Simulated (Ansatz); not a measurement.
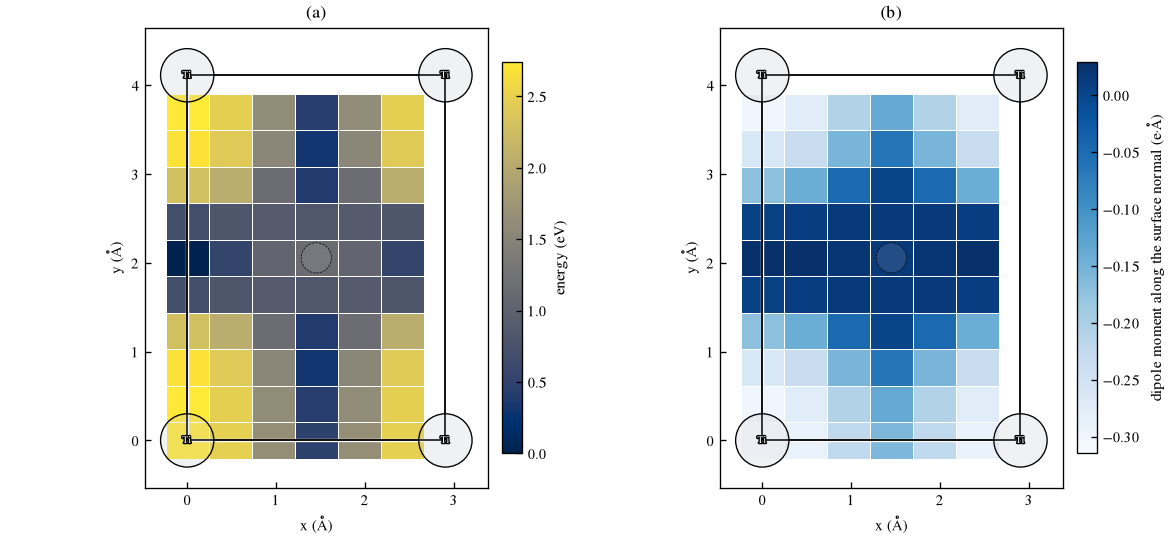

O on a Ti(110) slab cut from the Fm-3m phase, its upper half relaxed before the scan (4 atoms of substrate and one adsorbate in a 1 × 1 cell). 
- O is moved over the surface cell; relaxed at each place: the height of the adsorbate's atoms; substrate rigid; the origin of the map has the adsorbate above Ti4.
- Places are given modulo a cell vector. The map is drawn in real space over the plane of the surface.
- Grid: 6 × 10 points; 24 points were computed and 36 follow by symmetry.
- Energies: eV, counted from the lowest grid point.
- The relaxed height changes by up to 0.8 Å between neighbouring points. With one adsorbate in each 1 × 1 cell, its nearest image is 2.9 Å away, so neighbouring adsorbates interact. The runs have no spin polarisation; a magnetic state may lie lower.
- All numbers below come from Ansatz, DFT PBE, scalar-relativistic, plane waves, PAW. Settings: cutoff 420 eV, k-mesh 9×7×1, gaussian smearing 0.1 eV, no spin polarisation.

Panel (a) is the energy; panel (b) is the computed dipole moment along the surface normal, in e·Å.

In the figure: one coloured cell a grid point, labelled circles for the atoms of the top layer and small ones for the second layer, the outline of one cell of the plane.

> How does the dipole moment along the surface normal vary over the map, and what is it at the lowest grid point?

It runs from −0.31 e·Å at the top site over a surface Ti atom, (0/6, 0/10) of the cell vectors to 0.03 e·Å at (1/6, 5/10) of the cell vectors [nearest 1 Ti at 1.92 Å]. At the lowest grid point, the trough between two rows of top atoms, (0/6, 5/10) of the cell vectors, it is 0.03 e·Å.

PAW datasets: the set soft_1.
